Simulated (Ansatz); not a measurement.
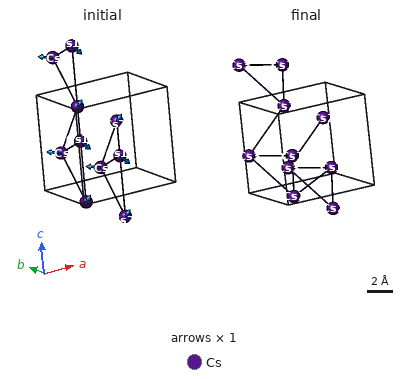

The structure of solid Cs (built on the random type) (coarse preliminary run) before (left) and after (right) a relaxation, at one scale. The blue arrows give the displacements (the part carried along by the change of the cell is left out), at their true length.

Style: ball-and-stick. Shown: the cell of the calculation, slightly off an axis.

Case: random cell without symmetry.

Method: Ansatz 0.2.0, DFT PBE, scalar-relativistic, plane waves, PAW. Set-up: plane-wave cutoff 420 eV; k-point mesh 4 × 2 × 4; occupations gaussian; smearing width 0.1 eV; no spin polarisation; cell and atoms relaxed; force threshold 0.04 eV/Å; at most 70 steps.

Summarise the run.

Cs3 moves most relative to the cell: 1.32 Å roughly along [−3 0 1]. The volume changes by −7.5 %, with a 7.772 → 7.282 Å (−6.3 %), b 8.176 → 8.334 Å (+1.9 %), c 7.828 → 7.462 Å (−4.7 %), α 76.7° → 79.2°, β 80.7° → 83.0°, γ 102.6° → 103.3°. Some distances before and after: Cs1–Cs3 3.583 → 5.446 Å, Cs1–Cs2 4.079 → 5.829 Å, Cs2–Cs3 6.506 → 4.926 Å, Cs1–Cs3 (another image) 6.401 → 5.111 Å. Bonds break: Cs1–Cs2 (4.08 → 5.83 Å). Among the angles between lasting bonds that change: Cs3–Cs2–Cs3 134.1° → 97.1°, Cs1–Cs3–Cs2 95.7° → 63.6°, Cs1–Cs3–Cs2 64.7° → 67.7°. The space group stays P1 (No. 1). Over 9 accepted moves (10 points after the start) the energy falls by 372 meV per atom. The largest force component goes from 0.96 to 0.014 eV/Å. Pressure: 0.49 GPa at the start and −0.01 GPa at the end. The SCF was repeated once at an unchanged geometry on a basis and grid sized afresh for the cell, which shifted the energy by less than 0.05 meV per atom at most. The run took of the order of 80 core-seconds on a shared host.

Limits of the set-up: the k-point mesh is coarse for a cell with partly filled bands.
